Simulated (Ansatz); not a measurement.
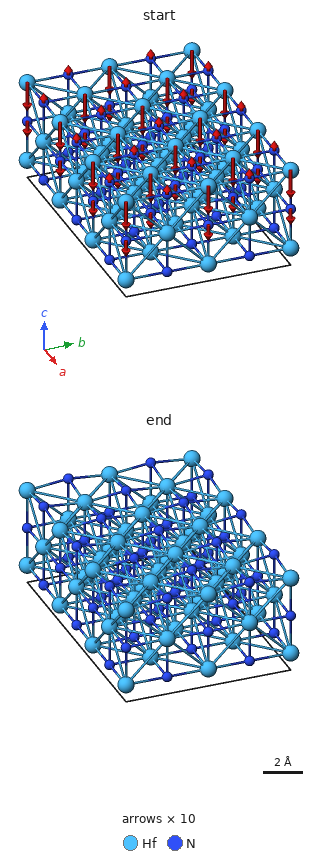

The structure of a slab of composition HfN (cut from the Fm-3m phase) before (top) and after (bottom) a constrained relaxation, at one scale. The red arrows give the displacements, magnified 10 times.

A ball-and-stick model of the 1 × 2 repeat of the cell, outlined in the plane, without the vacuum (origin shifted), seen from a free direction.

Case: flat (0 0 1) slab. 12 atoms are held fixed.

These are results of Ansatz, DFT PBE, scalar-relativistic, plane waves, PAW, not measurements.

The input:
```yaml
crystal:
  lattice:
    - [13.6433727061, 0.0, 0.0]
    - [0.0, 4.547790902, 0.0]
    - [0.0, 0.0, 18.8216863531]
  atoms:
    - { symbol: Hf, position: [0.0, 0.0, 0.0796953032] }
    - { symbol: "N", position: [0.1666666667, 0.0, 0.0796953032] }
    - { symbol: Hf, position: [0.0, 0.5, 0.2005078281] }
    - { symbol: "N", position: [0.1666666667, 0.5, 0.2005078281] }
    - { symbol: Hf, position: [0.1666666667, 0.0, 0.2005078281] }
    - { symbol: "N", position: [0.0, 0.0, 0.2005078281] }
    - { symbol: Hf, position: [0.1666666667, 0.5, 0.0796953032] }
    - { symbol: "N", position: [0.0, 0.5, 0.0796953032] }
    - { symbol: Hf, position: [0.3333333333, 0.0, 0.0796953032] }
    - { symbol: "N", position: [0.5, 0.0, 0.0796953032] }
    - { symbol: Hf, position: [0.3333333333, 0.5, 0.2005078281] }
    - { symbol: "N", position: [0.5, 0.5, 0.2005078281] }
    - { symbol: Hf, position: [0.5, 0.0, 0.2005078281] }
    - { symbol: "N", position: [0.3333333333, 0.0, 0.2005078281] }
    - { symbol: Hf, position: [0.5, 0.5, 0.0796953032] }
    - { symbol: "N", position: [0.3333333333, 0.5, 0.0796953032] }
    - { symbol: Hf, position: [0.6666666667, 0.0, 0.0796953032] }
    - { symbol: "N", position: [0.8333333333, 0.0, 0.0796953032] }
    - { symbol: Hf, position: [0.6666666667, 0.5, 0.2005078281] }
    - { symbol: "N", position: [0.8333333333, 0.5, 0.2005078281] }
    - { symbol: Hf, position: [0.8333333333, 0.0, 0.2005078281] }
    - { symbol: "N", position: [0.6666666667, 0.0, 0.2005078281] }
    - { symbol: Hf, position: [0.8333333333, 0.5, 0.0796953032] }
    - { symbol: "N", position: [0.6666666667, 0.5, 0.0796953032] }
    - { symbol: Hf, position: [0.0, 0.0, 0.3213203529] }
    - { symbol: "N", position: [0.1666666667, 0.0, 0.3213203529] }
    - { symbol: Hf, position: [0.1666666667, 0.5, 0.3213203529] }
    - { symbol: "N", position: [0.0, 0.5, 0.3213203529] }
    - { symbol: Hf, position: [0.3333333333, 0.0, 0.3213203529] }
    - { symbol: "N", position: [0.5, 0.0, 0.3213203529] }
    - { symbol: Hf, position: [0.5, 0.5, 0.3213203529] }
    - { symbol: "N", position: [0.3333333333, 0.5, 0.3213203529] }
    - { symbol: Hf, position: [0.6666666667, 0.0, 0.3213203529] }
    - { symbol: "N", position: [0.8333333333, 0.0, 0.3213203529] }
    - { symbol: Hf, position: [0.8333333333, 0.5, 0.3213203529] }
    - { symbol: "N", position: [0.6666666667, 0.5, 0.3213203529] }
basis:
  ecutwfc: 420
kpoints:
  mp_grid: { grid: [3, 8, 1] }
hamiltonian:
  xc: pbe
scf:
  occupations: { method: gaussian, width: 0.1 }
output:
  forces: true
  eigenvalues: true
  populations: true
relax:
  adjacent_minimum: "off"
  f_tol: 0.02
  max_steps: 45
  constraints: [{ sites: [0, 1, 6, 7, 8, 9, 14, 15, 16, 17, 22, 23] }]
efield:
  axis: 3
  dipole_correction: true
  ramp_width: 0.04
```

Run as
```bash
ansatz run input.yaml --threads 4 --pin off --max-ram 11264MiB --backend cpu --events-out ev --progress --plain --runs-dir out
```

Describe what moved and what it gained.

Answer. The run was cut off at its time limit before the relaxation converged, so the last structure is only a point on the way. The largest moves, 0.17 Å, are those of Hf25, Hf27, Hf29, Hf31, Hf33 and Hf35. Hf25 goes along the normal (−c). Largest moves by element: Hf 0.17 Å, N 0.10 Å. The cell stays as it was. Among the contacts that change: Hf11–Hf27 3.216 → 3.120 Å, Hf17–N22 2.274 → 2.179 Å, Hf11–N32 2.274 → 2.364 Å, N12–Hf31 2.274 → 2.200 Å. Among the angles between lasting bonds that change: Hf25–N34–Hf33 180.0° → 168.6°, Hf21–N34–Hf25 90.0° → 84.3°, Hf5–N14–Hf13 180.0° → 176.8°. The energy falls by 0.942 eV per cell of the calculation in 3 geometry steps. Largest force component: 1.4 eV/Å at the start, 0.088 eV/Å at the end. Cost: 23 min on 4 threads of Intel(R) Xeon(R) Processor @ 2.50GHz (Skylake/Cascade Lake), on a shared host, peak memory 7.7 GiB.
